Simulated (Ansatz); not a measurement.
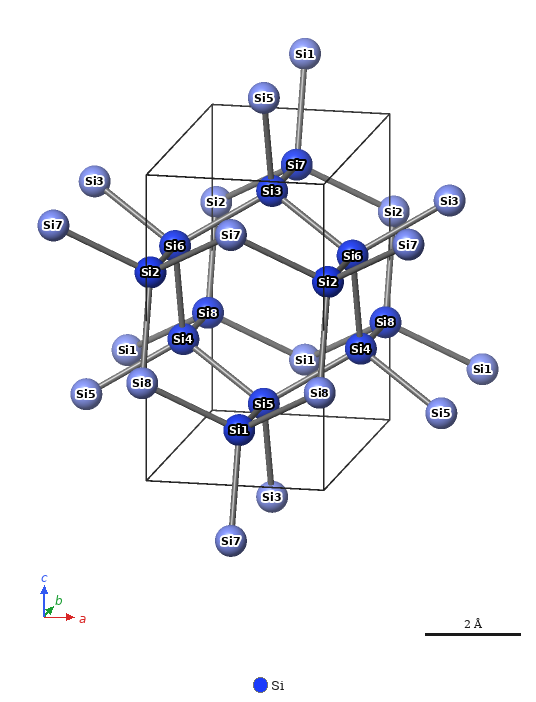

Fig. 1: The structure as given in the input (ball-and-stick view of the cell of the calculation, seen slightly off an axis; neighbours outside the cell are drawn fainter; atoms are numbered from 1 in the order of the input).

## Run report: Si, geometry relaxation

Si (8 atoms in the cell), computed with DFT, PBE, plane waves, PAW, no spin polarisation (Ansatz 0.2.0).

The structure derives from a Materials Project entry. Figures and captions count atoms from 1; the log counts them from 0 in places.

### What the program printed
```
Engine: ansatz 0.2.0, x86_64-unknown-linux-gnu
Pseudopotentials: kind: paw
Pseudopotential: Si, paw, valence charge 4, recommended cutoff 420 eV (normal), Si.paw.azcp
Functional definition: PBE
  parameter kappa = 0.804
  parameter beta = 0.06672455060314922
  exchange = pbe_x(kappa = kappa, mu = beta*pi^2/3)
  correlation = pbe_c(beta = beta)
Crystal: 8 atoms, lattice volume = 163.563 Å³
Basis set: ecut = 420 eV, 3203 PW (Γ), exchange–correlation on 54×90×90 points (8 copies of the dense FFT grid, shifted against one another)
Bands: 24, of which v1, the nominal top of the filled ones, is band 16 counted from 1 (15 counted from 0)
Symmetry: 16 space group operations
Space group: P63/mmc (ITA 194), of the structure as read, at distance tolerance 5.5e-5 Å
k-points: 96 of 360
Non-local potential: Si, projectors of the file, l = 0: 2, l = 1: 2, l = 2: 2
PAW form: soft (Blöchl's): semilocal exchange-correlation on the pseudo side does not see the compensation charge
PAW one-centre angular grid: Si, 110 points (default); XC on 64 Gauss nodes
Initial density: superposition of atomic densities (neutral atoms: chi_scale 0, normalization atom), corrected by the library's trained network
Initial wavefunctions: pseudopotential atomic-orbital guess
Functional: x = pbe(κ = 0.804, μ = 0.2195149727645171), c = pbe(β = 0.06672455060314922)
SCF iter   1: F=—  HF=-5086.390039 eV  |F-HF|=—  |Δ(HF+E_count)|=         —  Δρ=1.15e-3  dr2=1.94e-3  ethr=1.77e-3  ⟨swp⟩=7.6  Hψ=13687  notcnv=0
SCF iter   2: F=—  HF=-5086.391640 eV  |F-HF|=—  |Δ(HF+E_count)|=   1.60e-3  Δρ=4.94e-4  dr2=2.60e-4  ethr=6.05e-6  ⟨swp⟩=2.1  Hψ=4523  notcnv=0
SCF iter   3: F=—  HF=-5086.392082 eV  |F-HF|=—  |Δ(HF+E_count)|=   4.41e-4  Δρ=1.06e-4  dr2=1.08e-5  ethr=8.12e-7  ⟨swp⟩=2.0  Hψ=3488  notcnv=0
SCF iter   4: F=—  HF=-5086.392118 eV  |F-HF|=—  |Δ(HF+E_count)|=   3.60e-5  Δρ=7.69e-6  dr2=1.18e-7  ethr=3.38e-8  ⟨swp⟩=2.0  Hψ=3569  notcnv=0
iter 5 did not close the SCF: its close was put off for the readings that it lacked (scf_convergence_deferred on its scf_iter line)
SCF iter   5: F=-5086.392118 eV  HF=-5086.392118 eV  |F-HF|=1.65e-8  |Δ(HF+E_count)|=   1.30e-7  Δρ=2.09e-6  dr2=7.10e-9  ethr=3.69e-10  ⟨swp⟩=2.0  Hψ=3517  notcnv=0
SCF iter   6: F=-5086.392118 eV  HF=-5086.392118 eV  |F-HF|=3.37e-11  |Δ(HF+E_count)|=   1.97e-8  Δρ=2.81e-7  dr2=2.00e-10  ethr=2.22e-11  ⟨swp⟩=6.6  Hψ=10599  notcnv=0
SCF 1 converged in 6 iterations: F = -5086.392118 eV  dr2 = 2.00e-10
  greatest PAW one-centre occupation: 0.632 electrons in one spin orbital (limit 2), on the Si atom at site 7 (counted from 0), in its partial waves of l = 0
relax step   1: F+E_penalty+E_count = -5086.39211793 eV  Δ(F+E_penalty+E_count) = +0.000e0 eV  max|allowed force component| = 3.723e-3 eV/Å  Δτ_max = 0.0000 Å  P = -0.011 GPa  Ω = 163.563 Å³  (6 SCF iters, dr2 threshold 1.00e-7 eV, accepted)
Crystal: 8 atoms, lattice volume = 163.547 Å³
Initial density: handed on by an earlier stage of this run
Initial wavefunctions: those handed on with the density
iter 1 solved again at ethr=6.01e-10 eV; its pass at ethr=3.10e-3 eV (dr2=1.92e-7 eV) is discarded
SCF iter   1: F=—  HF=-5086.392126 eV  |F-HF|=—  |Δ(HF+E_count)|=         —  Δρ=1.25e-5  dr2=2.39e-7  ethr=6.01e-10  ⟨swp⟩=2.9  Hψ=13603  notcnv=0
SCF iter   2: F=—  HF=-5086.392123 eV  |F-HF|=—  |Δ(HF+E_count)|=   2.98e-6  Δρ=5.62e-6  dr2=3.86e-8  ethr=6.01e-10  ⟨swp⟩=2.1  Hψ=3734  notcnv=0
SCF iter   3: F=-5086.392123 eV  HF=-5086.392123 eV  |F-HF|=9.37e-11  |Δ(HF+E_count)|=  5.64e-11  Δρ=8.24e-7  dr2=8.22e-10  ethr=2.71e-12  ⟨swp⟩=3.1  Hψ=9378  notcnv=0
SCF 2 converged in 3 iterations: F = -5086.392123 eV  dr2 = 8.22e-10
relax step   2: F+E_penalty+E_count = -5086.39212287 eV  Δ(F+E_penalty+E_count) = -4.941e-6 eV  max|allowed force component| = 6.797e-4 eV/Å  Δτ_max = 0.0001 Å  P = -0.002 GPa  Ω = 163.547 Å³  energy of the carried Pulay correction = +2.184e-6 eV  (3 SCF iters, dr2 threshold 8.66e-10 eV, accepted)
Initial wavefunctions: pseudopotential atomic-orbital guess (no wavefunctions were taken with the density)
iter 1 solved again at ethr=4.16e-8 eV; its pass at ethr=3.10e-3 eV (dr2=1.33e-5 eV) is discarded
SCF iter   1: F=—  HF=-5086.392124 eV  |F-HF|=—  |Δ(HF+E_count)|=         —  Δρ=9.71e-7  dr2=9.09e-10  ethr=4.16e-8  ⟨swp⟩=3.8  Hψ=20516  notcnv=0
eigensolver tolerance schedule: the retry pair's looser diagonalisation over-reported the residual by 14648.68 of it (diagonalisation noise at 0.24 of the residual, at the tolerance the schedule requests for it); recorded, not acted on — ethr = c·dr2/N_el stays at c = 1.0e-1
SCF iter   2: F=—  HF=-5086.392120 eV  |F-HF|=—  |Δ(HF+E_count)|=   3.19e-6  Δρ=4.82e-7  dr2=1.97e-10  ethr=2.25e-12  ⟨swp⟩=5.2  Hψ=12565  notcnv=0
SCF iter   3: F=-5086.392120 eV  HF=-5086.392120 eV  |F-HF|=2.21e-10  |Δ(HF+E_count)|=   2.15e-9  Δρ=1.50e-7  dr2=1.74e-11  ethr=1.00e-12  ⟨swp⟩=2.0  Hψ=6528  notcnv=0
SCF 3 converged in 3 iterations: F = -5086.392120 eV  dr2 = 1.74e-11
relax step   3: F+E_penalty+E_count = -5086.39212039 eV  Δ(F+E_penalty+E_count) = +2.486e-6 eV  max|allowed force component| = 6.807e-4 eV/Å  Δτ_max = 0.0000 Å  P = -0.002 GPa  Ω = 163.547 Å³  stress off target by 9.09e-3 GPa  SCF on the basis re-selected at this cell (its energy is not comparable with the rows above)  (3 SCF iters)
```

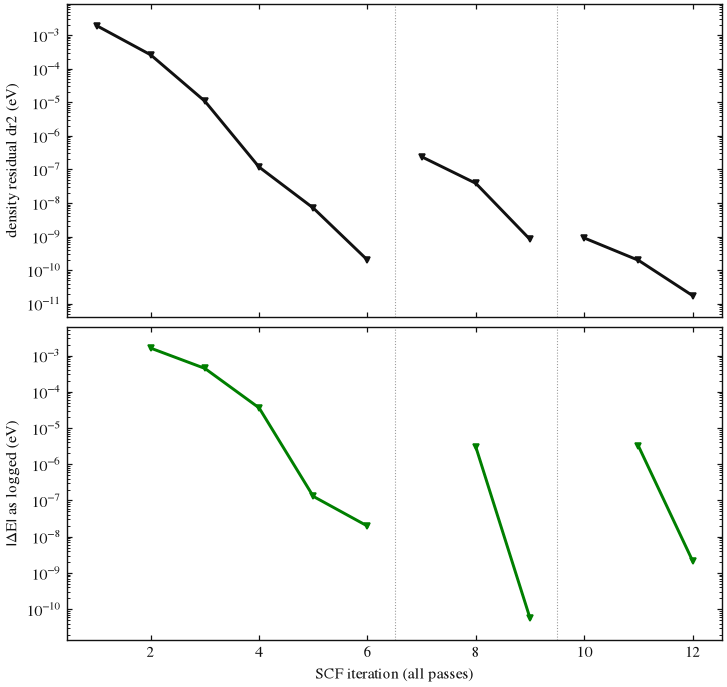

Fig. 2: Convergence of the self-consistent field: density residual dr2 and size of the energy change against the SCF iteration. The dotted lines part the SCF passes of the relaxation: geometry steps, rejected trials and re-solves on a re-selected basis. The passes take 6, 3 and 3 iterations.

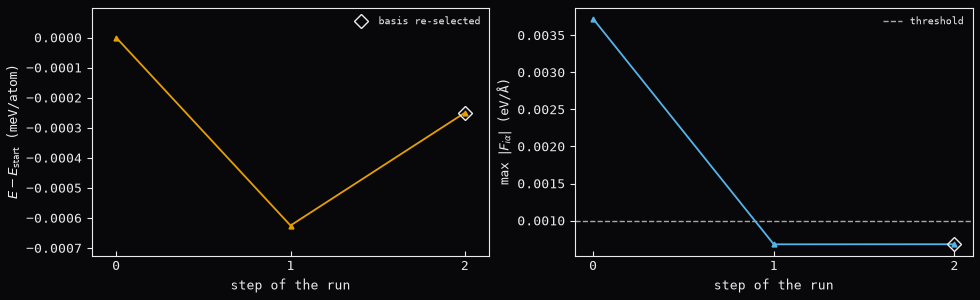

Fig. 3: Progress of the relaxation, step by step (the first geometry is step 0 here and step 1 in the log). Over 1 geometry step the energy falls by next to nothing (0.0 meV per atom). Largest force component: 0.0037 eV/Å at the start, 0.00068 eV/Å at the end. The pressure goes from −0.01 to 0.00 GPa. The atoms keep their places (all moves are under 0.005 Å). The cell doesn't change. The space group stays P6_3/mmc (No. 194). A last SCF at the same geometry on a re-selected plane-wave basis shifts the energy by +0.0 meV per atom. (Atoms are counted from 1 in the order of the input.)

```
basis re-selected at this cell: Δ(F+E_penalty+E_count) = +2.486e-6 eV, ΔP = -0.000 GPa vs the last step (what re-selecting the basis moved, of the pressure what is left beyond the Pulay correction that the steps carried, after the strain that the cell walked since its last selection, with what the two solves' SCF thresholds leave and, on support functions, any second-order correction that the steps lacked; it is no measure of the basis error at this ecutwfc). This SCF's stress stands 9.09e-3 GPa from its target on what of the cell is left free (relax.cell.stress_tol is 1.50e-1 GPa) and its largest allowed force component is 6.81e-4 eV/Å (relax.f_tol is 1.00e-3 eV/Å): within both
SCF converged after 3 iterations
Free energy (F): -5086.392120 eV
Harris-Foulkes:  -5086.392120 eV  (|F-HF|=2.21e-10)
Internal energy: -5086.392116 eV  (E = F + TS)
E sigma→0 (E₀):  -5086.392118 eV
Entropy (-TS):   -0.000005 eV (-0.001 meV/atom)
Fermi energy:    6.477380 eV
--- Per-component energies (eV) ---
  E_band       = 32.267310
  E_kinetic    = 320.668797
  E_local      = -226.589378  (includes V_loc(G=0)·N_el)
  E_nonlocal   = 206.910767
  E_hartree    = 61.818779
  E_xc         = -440.507366
  E_vxc        = -372.653829  (∫ρ·V_xc dr)
  E_paw        = -4102.130590  (= ΣΔE_a)
  E_vpaw       = -19.706646  (= ΣTr[D̂ρ^β])
  E_aug_tail   = 0.000049  (compensation charges beyond the density's cutoff)
  E_ewald      = -906.563174
  E_smearing   = -0.000005  (= −TS)
  E_closure    = -0.000000  (closes the sum)
  Σ components = -5086.392120   (vs F -5086.392120, Δ=0.00e0)
--- Forces (eV/Å), atoms counted from 1 ---
  atom   1  Si    -0.00034898     0.00020148    -0.00068067
  atom   2  Si    -0.00034898     0.00020148    -0.00068067
  atom   3  Si     0.00034898    -0.00020148    -0.00068067
  atom   4  Si     0.00034898    -0.00020148    -0.00068067
  atom   5  Si    -0.00034898     0.00020148     0.00068067
  atom   6  Si    -0.00034898     0.00020148     0.00068067
  atom   7  Si     0.00034898    -0.00020148     0.00068067
  atom   8  Si     0.00034898    -0.00020148     0.00068067
  max |Σ_I F_I| component: 3.47e-17 eV/Å
--- Stress (GPa, compression-positive) ---
       -0.005401      -0.002129       0.000000
       -0.002129      -0.007860       0.000000
        0.000000       0.000000       0.006261
  P = ⅓ Tr σ = -0.0023 GPa (-0.023 kbar)
--- Band table (eV; the first three rows and the last of 96) ---
  k-point 0: bands = ["-5.8212", "-3.6724", "-3.5777", "-2.1056", "-1.3289", "-0.8714", "0.3267", "1.6756", "3.2516", "3.3364", "4.7624", "4.7638", "4.8383", "5.9213", "6.2552", "6.2566", "6.7064", "7.2449", "8.2694", "8.2699", "8.5699", "8.5772", "9.2726", "9.3877"]
  k-point 1: bands = ["-5.7414", "-4.0193", "-3.4962", "-1.7062", "-1.6977", "-0.8304", "0.8468", "1.5319", "3.3199", "3.6262", "4.0808", "4.5962", "4.9040", "5.6280", "5.8024", "6.1059", "6.7893", "7.6931", "8.4183", "8.5179", "8.6466", "8.6559", "9.3278", "9.4212"]
  k-point 2: bands = ["-5.5041", "-4.6002", "-3.2531", "-2.3191", "-1.0408", "-0.7357", "1.4456", "1.8830", "2.9144", "3.5202", "4.2265", "4.2364", "4.4043", "5.0963", "5.4473", "5.7654", "7.0136", "7.6056", "8.8720", "8.8853", "9.0499", "9.4846", "9.4973", "9.5168"]
  k-point 95: bands = ["-2.9882", "-2.9882", "-2.9882", "-2.9882", "-0.9308", "-0.9308", "-0.9308", "-0.9308", "3.8411", "3.8411", "3.8411", "3.8411", "3.8784", "3.8784", "3.8784", "3.8784", "7.1783", "7.1783", "7.1783", "7.1783", "7.9533", "7.9533", "7.9533", "7.9533"]
--- Relaxed structure (2 steps of the walk, 2 accepted, 1 SCFs on fresh bases) ---
  F+E_penalty+E_count = -5086.39212039 eV   max|allowed force component| = 6.807e-4 eV/Å   (the final SCF, on the basis selected at the relaxed cell)
  cell:  # Å, volume = 163.5466 Å³
    - [1.9258657187748303, 3.3356972734154238, -8.863730688790404e-22]
    - [2.0423853230698862e-20, -1.34833014829449e-20, 6.365416811714614]
    - [5.776826003558878, -3.3352520482740777, 2.560133499053155e-20]
  atoms:
    - { symbol: Si, position: [0.5, 0.06294062928611455, 0.1666759021581899] }
    - { symbol: Si, position: [1.0, 0.06294062928611455, 0.66667590215819] }
    - { symbol: Si, position: [0.5000000000000001, 0.5629406292861145, 0.8333240978418102] }
    - { symbol: Si, position: [1.0, 0.5629406292861145, 0.33332409784181005] }
    - { symbol: Si, position: [0.5, 0.4370593707138855, 0.1666759021581899] }
    - { symbol: Si, position: [1.0, 0.4370593707138855, 0.66667590215819] }
    - { symbol: Si, position: [0.5000000000000001, 0.9370593707138855, 0.8333240978418102] }
    - { symbol: Si, position: [1.0, 0.9370593707138855, 0.33332409784181005] }
```

### Trajectory as extended XYZ (Å, eV, eV/Å), 3 frames, from step=1 to step=3
```
8
Lattice="1.9258 3.3356 0.0000 0.0000 0.0000 6.3657 5.7774 -3.3356 0.0000" Properties=species:S:1:pos:R:3:forces:R:3 step=1 energy=-5086.39212 pressure_GPa=-0.01
Si    1.9258    1.1119    0.4008    0.0000   0.0000  -0.0037
Si    5.7774    1.1119    0.4008    0.0000   0.0000  -0.0037
Si    5.7774   -1.1119    3.5836    0.0000   0.0000  -0.0037
Si    3.8516    2.2237    3.5836    0.0000   0.0000  -0.0037
Si    1.9258    1.1119    2.7821    0.0000   0.0000   0.0037
Si    5.7774    1.1119    2.7821    0.0000   0.0000   0.0037
Si    5.7774   -1.1119    5.9649    0.0000   0.0000   0.0037
Si    3.8516    2.2237    5.9649    0.0000   0.0000   0.0037
8
Lattice="1.9259 3.3357 0.0000 0.0000 0.0000 6.3654 5.7768 -3.3353 0.0000" Properties=species:S:1:pos:R:3:forces:R:3 step=2 energy=-5086.39212 pressure_GPa=-0.00
Si    1.9258    1.1119    0.4006   -0.0004   0.0002  -0.0007
Si    5.7771    1.1122    0.4006   -0.0004   0.0002  -0.0007
Si    5.7769   -1.1115    3.5834    0.0004  -0.0002  -0.0007
Si    3.8514    2.2240    3.5834    0.0004  -0.0002  -0.0007
Si    1.9258    1.1119    2.7821   -0.0004   0.0002   0.0007
Si    5.7771    1.1122    2.7821   -0.0004   0.0002   0.0007
Si    5.7769   -1.1115    5.9648    0.0004  -0.0002   0.0007
Si    3.8514    2.2240    5.9648    0.0004  -0.0002   0.0007
8
Lattice="1.9259 3.3357 0.0000 0.0000 0.0000 6.3654 5.7768 -3.3353 0.0000" Properties=species:S:1:pos:R:3:forces:R:3 step=3 energy=-5086.39212 pressure_GPa=-0.00
Si    1.9258    1.1119    0.4006   -0.0003   0.0002  -0.0007
Si    5.7771    1.1122    0.4006   -0.0003   0.0002  -0.0007
Si    5.7769   -1.1115    3.5834    0.0003  -0.0002  -0.0007
Si    3.8514    2.2240    3.5834    0.0003  -0.0002  -0.0007
Si    1.9258    1.1119    2.7821   -0.0003   0.0002   0.0007
Si    5.7771    1.1122    2.7821   -0.0003   0.0002   0.0007
Si    5.7769   -1.1115    5.9648    0.0003  -0.0002   0.0007
Si    3.8514    2.2240    5.9648    0.0003  -0.0002   0.0007
```

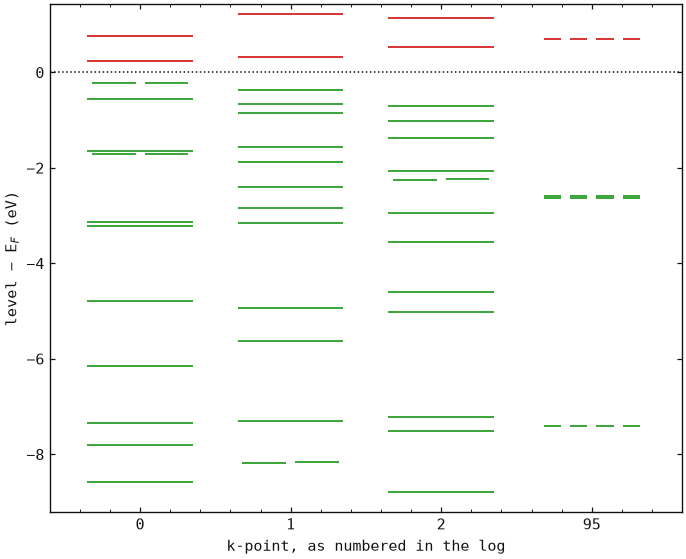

Fig. 4: Kohn–Sham levels near the Fermi level (dotted) at the few k-points that the log prints; levels within 0.02 eV of each other stand side by side. Among these points the highest filled and lowest empty levels are 0.45 eV apart, which is the gap on the mesh.

The run was set up as follows.

### The input
```yaml
crystal:
  lattice:
    - [1.9257885549, 3.3355636216, 0.0]
    - [0.0, 0.0, 6.3657023502]
    - [5.7773656645, -3.3355636216, 0.0]
  atoms:
    - { symbol: Si, position: [0.5, 0.0629602122, 0.1666666667] }
    - { symbol: Si, position: [1.0, 0.0629602122, 0.6666666667] }
    - { symbol: Si, position: [0.5, 0.5629602122, 0.8333333333] }
    - { symbol: Si, position: [1.0, 0.5629602122, 0.3333333333] }
    - { symbol: Si, position: [0.5, 0.4370397878, 0.1666666667] }
    - { symbol: Si, position: [1.0, 0.4370397878, 0.6666666667] }
    - { symbol: Si, position: [0.5, 0.9370397878, 0.8333333333] }
    - { symbol: Si, position: [1.0, 0.9370397878, 0.3333333333] }
basis:
  ecutwfc: 420
kpoints:
  mp_grid: { grid: [10, 6, 6] }
hamiltonian:
  xc: pbe
scf:
  occupations: { method: gaussian, width: 0.1 }
  mixing: { preconditioner: kerker_dos }
output:
  forces: true
  eigenvalues: true
  stress: true
relax:
  adjacent_minimum: "off"
  f_tol: 0.001
  max_steps: 60
  cell: { stress_tol: 0.15 }
  max_displacement: 0.05
```

Launch command:
```bash
ansatz run input.yaml --threads 1 --pin off --max-ram 2560MiB --backend cpu --events-out ev --progress --plain --runs-dir out
```

### Results in brief

- outcome: converged
- space group (tolerance 0.01 Å): P6₃/mmc (194)
- electrons treated: 32
- free energy: −5086.3921 eV
- Fermi energy: 6.477 eV
- gap on the k-point mesh: 0.45 eV
- pressure: 0.00 GPa
- final volume: 163.55 Å³
- largest force (length of the vector) at the end: 0.001 eV/Å
- final cell: a = 3.852 Å, b = 6.365 Å, c = 6.671 Å, α = 90.00°, β = 90.00°, γ = 90.00°
- hardware: 1 thread of Intel Xeon (Granite Rapids), 128 GiB of memory available, shared host
- wall time: 39 s
- peak memory: 0.63 GiB

### Remarks

Settings chosen away from the usual ones: scf.mixing.preconditioner set to kerker_dos; relax.f_tol set to 0.001 (from 0.015); relax.max_displacement set to 0.05.
